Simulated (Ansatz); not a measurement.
# Geometry relaxation, with input and output: WSe₂ (part 2 of 2)

The same run, continued: WSe₂ (P-6m2, 3 atoms in the cell); DFT PBE+D3(BJ), scalar-relativistic, plane waves, PAW, no spin polarisation (Ansatz 0.2.0); cutoff 420 eV, 12×12×4 k-mesh, Gaussian smearing of 0.02 eV. The structure derives from a Materials Project entry.

Geometry of the input (Å; fractional positions):
```
3.2781  0.0000  0.0000
-1.6390  2.8389  0.0000
0.0000  0.0000  7.0573
W  0.0000  0.0000  0.0000
Se 0.3333  0.6667  0.2389
Se 0.3333  0.6667  0.7611
```

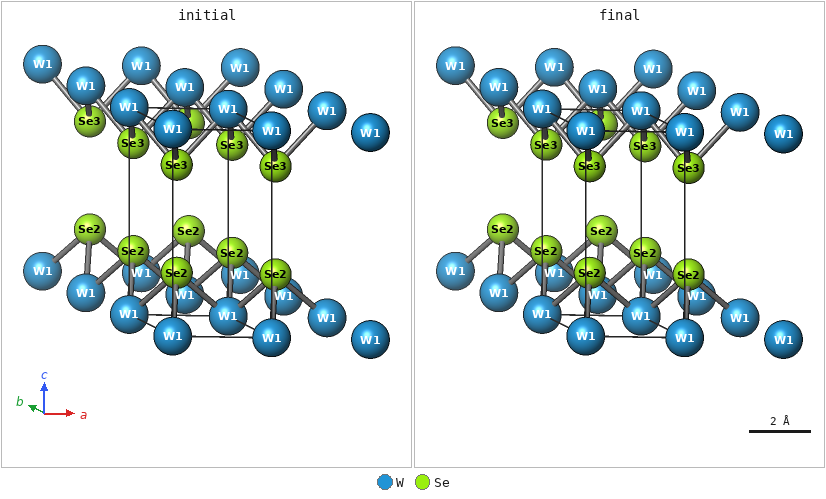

Figure 1. Before (left) and after (right) the relaxation, at one scale (ball-and-stick view of the cell of the calculation, repeated 2 × 3 × 1, seen slightly off an axis). After 3 geometry steps the energy has fallen by 0.2 meV per atom. The largest force component goes from 0.0084 to 0.00026 eV/Å. Pressure: −0.08 GPa at the start and 0.00 GPa at the end. The largest moves relative to the cell, 0.011 Å, are those of Se2 and Se3. W stays in place. Cell: a = b 3.278 → 3.279 Å (0.0 %), c 7.057 → 7.006 Å (−0.7 %). Volume −0.7 %. The space group stays P-6m2 (No. 187). A last SCF at the same geometry on a re-selected plane-wave basis shifts the energy by +0.0 meV per atom. (Atoms are counted from 1 in the order of the input.)

```
basis re-selected at this cell: Δ(F+E_penalty+E_count) = +6.692e-5 eV, ΔP = -0.000 GPa vs the last step (what re-selecting the basis moved, of the pressure what is left beyond the Pulay correction that the steps carried, after the strain that the cell walked since its last selection, with what the two solves' SCF thresholds leave and, on support functions, any second-order correction that the steps lacked; it is no measure of the basis error at this ecutwfc). This SCF's stress stands 4.15e-3 GPa from its target on what of the cell is left free (relax.cell.stress_tol is 5.00e-2 GPa) and its largest allowed force component is 2.64e-4 eV/Å (relax.f_tol is 5.00e-3 eV/Å): within both
SCF converged after 6 iterations
Free energy (F): -21325.891626 eV
Harris-Foulkes:  -21325.891626 eV  (|F-HF|=7.28e-12)
Internal energy: -21325.891626 eV  (E = F + TS)
E sigma→0 (E₀):  -21325.891626 eV
Fermi energy:    12.160108 eV
--- Per-component energies (eV) ---
  E_band       = -895.315955
  E_kinetic    = 689.675553
  E_local      = -6463.273898  (includes V_loc(G=0)·N_el)
  E_nonlocal   = -1189.950634
  E_hartree    = 3096.422747
  E_xc         = -476.552600
  E_vxc        = -436.784933  (∫ρ·V_xc dr)
  E_paw        = -12385.483406  (= ΣΔE_a)
  E_vpaw       = 312.173758  (= ΣTr[D̂ρ^β])
  E_aug_tail   = -0.001247  (compensation charges beyond the density's cutoff)
  E_ewald      = -4595.431912
  E_disp       = -1.296229  (pairwise vdW)
  E_smearing   = -0.000000  (= −TS)
  E_closure    = -0.000000  (closes the sum)
  Σ components = -21325.891626   (vs F -21325.891626, Δ=0.00e0)
--- Forces (eV/Å), atoms counted from 1 ---
  atom   1  W      0.00000000     0.00000000     0.00000000
  atom   2  Se    -0.00000000    -0.00000000    -0.00026443
  atom   3  Se    -0.00000000    -0.00000000     0.00026443
  max |Σ_I F_I| component: 4.63e-18 eV/Å
--- Stress (GPa, compression-positive) ---
       -0.000283       0.000000      -0.000000
        0.000000      -0.000283       0.000000
       -0.000000       0.000000      -0.004151
  P = ⅓ Tr σ = -0.0016 GPa (-0.016 kbar)
--- Band table (eV; the first three rows and the last of 57) ---
  k-point 0: bands = ["-62.4764", "-36.0591", "-36.0591", "-36.0585", "-36.0585", "-36.0294", "-36.0294", "-36.0282", "-36.0282", "-36.0175", "-36.0151", "-26.7723", "-26.6238", "-26.6238", "-3.4249", "-2.0464", "4.8696", "9.1735", "9.1735", "10.0931", "10.3248", "10.3248", "10.6268", "14.5215", "14.5215", "14.5612", "14.5612", "16.1484"]
  k-point 1: bands = ["-62.4764", "-36.0591", "-36.0591", "-36.0585", "-36.0585", "-36.0294", "-36.0294", "-36.0283", "-36.0283", "-36.0173", "-36.0153", "-26.7723", "-26.6238", "-26.6238", "-3.3757", "-2.1346", "5.1463", "9.0891", "9.1797", "9.1797", "10.3127", "10.3127", "11.2689", "14.4574", "14.4574", "14.6404", "14.6404", "16.5183"]
  k-point 2: bands = ["-62.4764", "-36.0591", "-36.0591", "-36.0585", "-36.0585", "-36.0294", "-36.0294", "-36.0283", "-36.0283", "-36.0170", "-36.0155", "-26.7723", "-26.6238", "-26.6238", "-3.3197", "-2.2284", "5.4909", "8.3972", "9.1860", "9.1860", "10.3005", "10.3005", "11.5327", "14.4271", "14.4271", "14.6859", "14.6859", "16.8926"]
  k-point 56: bands = ["-62.4643", "-36.0572", "-36.0560", "-36.0559", "-36.0557", "-36.0313", "-36.0306", "-36.0296", "-36.0293", "-36.0147", "-36.0129", "-26.8044", "-26.7780", "-26.7158", "-1.0066", "-0.9779", "6.0007", "6.2149", "7.1187", "8.0010", "8.0014", "8.6037", "11.5276", "13.1696", "13.8820", "15.3626", "16.2019", "18.0719"]
--- Relaxed structure (4 steps of the walk, 4 accepted, 1 SCFs on fresh bases) ---
  F+E_penalty+E_count = -21325.89162588 eV   max|allowed force component| = 2.644e-4 eV/Å   (the final SCF, on the basis selected at the relaxed cell)
  cell:  # Å, volume = 65.2324 Å³
    - [3.279011891786907, 0.0, 0.0]
    - [-1.6395059458934536, 2.839707597598732, 0.0]
    - [0.0, 0.0, 7.005624344145757]
  atoms:
    - { symbol: W, position: [0.0, -2.8783559898885975e-17, -8.193507796421993e-20] }
    - { symbol: Se, position: [0.3333333333333333, 0.6666666666666666, 0.24055711166750643] }
    - { symbol: Se, position: [0.3333333333333333, 0.6666666666666666, 0.7594428883324936] }
```

## Trajectory as extended XYZ (Å, eV, eV/Å), 5 frames, from step=1 to step=5
```
3
Lattice="3.2781 0.0000 0.0000 -1.6390 2.8389 0.0000 0.0000 0.0000 7.0573" Properties=species:S:1:pos:R:3:forces:R:3 step=1 energy=-21325.89104 pressure_GPa=-0.08
W     0.0000    0.0000    0.0000    0.0000   0.0000   0.0000
Se    0.0000    1.8926    1.6862    0.0000   0.0000   0.0084
Se    0.0000    1.8926    5.3711    0.0000   0.0000  -0.0084
3
Lattice="3.2784 0.0000 0.0000 -1.6392 2.8392 0.0000 0.0000 0.0000 6.9935" Properties=species:S:1:pos:R:3:forces:R:3 step=2 energy=-21325.89163 pressure_GPa=-0.06
W     0.0000    0.0000    0.0000    0.0000   0.0000   0.0000
Se    0.0000    1.8928    1.6868    0.0000   0.0000  -0.0288
Se    0.0000    1.8928    5.3068    0.0000   0.0000   0.0288
3
Lattice="3.2815 0.0000 0.0000 -1.6408 2.8419 0.0000 0.0000 0.0000 7.0023" Properties=species:S:1:pos:R:3:forces:R:3 step=3 energy=-21325.89161 pressure_GPa=-0.01
W     0.0000    0.0000    0.0000    0.0000   0.0000   0.0000
Se    0.0000    1.8946    1.6831    0.0000   0.0000   0.0209
Se    0.0000    1.8946    5.3192    0.0000   0.0000  -0.0209
3
Lattice="3.2790 0.0000 0.0000 -1.6395 2.8397 0.0000 0.0000 0.0000 7.0056" Properties=species:S:1:pos:R:3:forces:R:3 step=4 energy=-21325.89169 pressure_GPa=-0.00
W     0.0000    0.0000    0.0000    0.0000   0.0000   0.0000
Se    0.0000    1.8931    1.6853    0.0000   0.0000  -0.0003
Se    0.0000    1.8931    5.3204    0.0000   0.0000   0.0003
3
Lattice="3.2790 0.0000 0.0000 -1.6395 2.8397 0.0000 0.0000 0.0000 7.0056" Properties=species:S:1:pos:R:3:forces:R:3 step=5 energy=-21325.89163 pressure_GPa=-0.00
W     0.0000    0.0000    0.0000    0.0000   0.0000   0.0000
Se    0.0000    1.8931    1.6853    0.0000   0.0000  -0.0003
Se    0.0000    1.8931    5.3204    0.0000   0.0000   0.0003
```

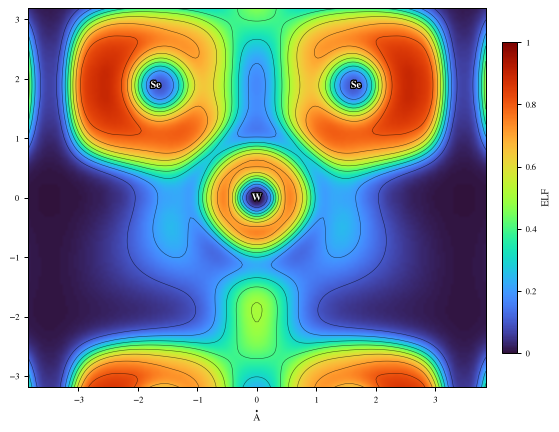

Figure 2. Electron localisation function on the (110) plane of the conventional cell. W–Se (2.53 Å): the ELF is about 0.55 at the midpoint. The strong features right at W lie inside the PAW spheres (semicore, d or f shells) and say nothing about bonding. In a PAW calculation such maps are meaningful between the atoms, not at the nuclei.

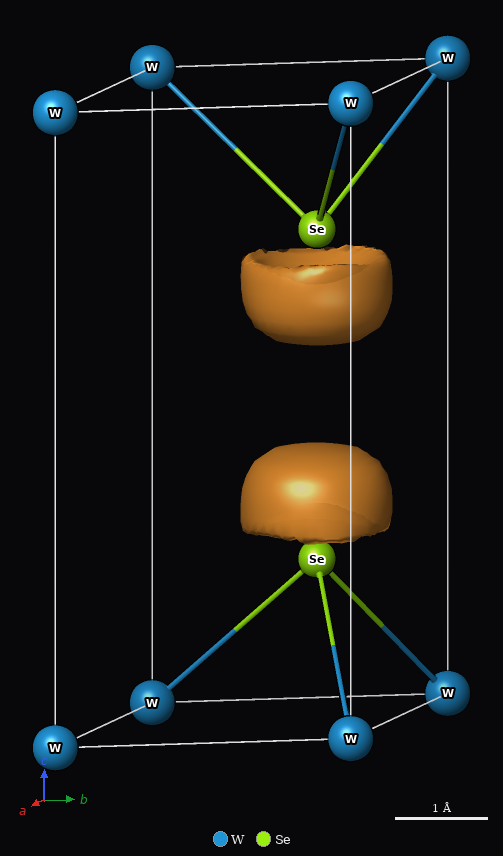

Figure 3. Isosurface of the ELF at 0.8 (orange), seen slightly off an axis. Core shells and regions of very low density are left out. Sticks mark near contacts. The outline is the cell set on symmetry axes. Values along the shortest contacts: W–Se (2.53 Å): the ELF is about 0.55 at the midpoint.

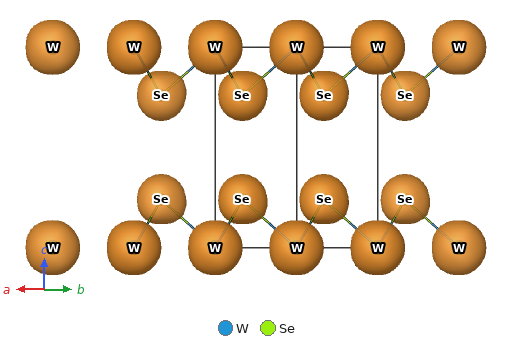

Figure 4. Isosurface of the valence pseudo-density at 0.8 e/Å³ (orange), seen along [110]. Sticks mark near contacts. The outline is the cell set on symmetry axes. At this value the density breaks into separate islands; it holds about 70 % of the electrons treated as valence (semicore included). It is pinched off along the W–Se (2.53 Å) contacts. On the grid the lowest density along these lines, outside the cores, is 0.55 e/Å³ (W–Se, 2.53 Å).

## Results in brief

```tsv
quantity	value
outcome	converged
space group (tolerance 0.01 Å)	P-6m2 (187)
electrons treated	46
free energy	−21325.8916 eV
Fermi energy	12.160 eV
gap on the k-point mesh	1.26 eV
pressure	0.00 GPa
final volume	65.23 Å³
largest force (length of the vector) at the end	under 0.001 eV/Å
final cell	a = 3.279 Å, b = 3.279 Å, c = 7.006 Å, α = 90.00°, β = 90.00°, γ = 120.00°
wall time	27 s (CPU time 99 s)
peak memory	0.46 GiB
```

Spin–orbit coupling is left out, which matters for W.
